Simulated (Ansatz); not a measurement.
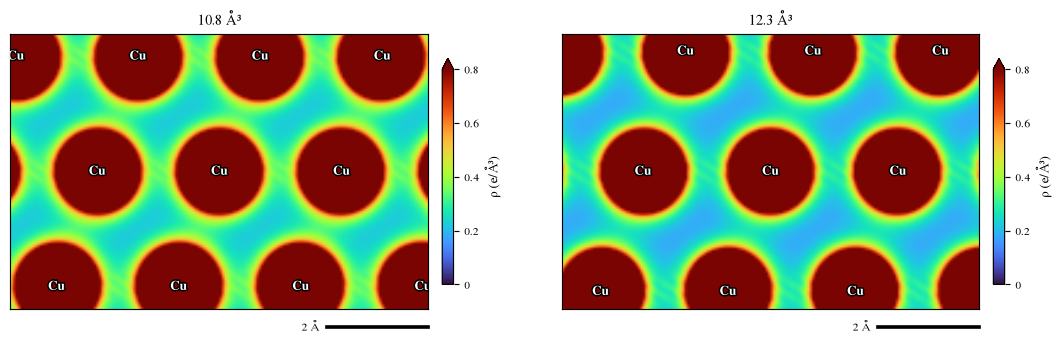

Cu. The valence charge density (pseudo) of cells scaled evenly to different volumes (given per atom above each panel), on the (011̄) plane of each (indices in the axes of the cell below), at one length scale and on one colour scale.

A generated structure, not necessarily the stable one; computed without spin polarisation.

Method: DFT, revPBE, plane waves (420 eV) with PAW, scalar-relativistic (Ansatz 0.2.0).

The largest cell:

```
Cu
1.0
    -1.45507    1.45507    1.45507
     1.45507   -1.45507    1.45507
     1.45507    1.45507   -1.45507
Cu
1
Direct
  0.00000 0.00000 0.00000
```

| volume (Å³/atom) | Cu–Cu contact in the plane (Å) | ρ at its midpoint (e/Å³) | 
| --- | --- | --- |
| 10.84 | 2.415 | 0.333 | 
| 11.83 | 2.486 | ? | 
| 12.32 | 2.520 | 0.271 | 

Estimate the missing row, and compare with the calculation.

Answer. Over the known rows ln ρ falls by 1.96 per Å of Cu–Cu distance (the line through the two), which gives 0.290 e/Å³ at 2.486 Å; the calculation gives 0.290 e/Å³.
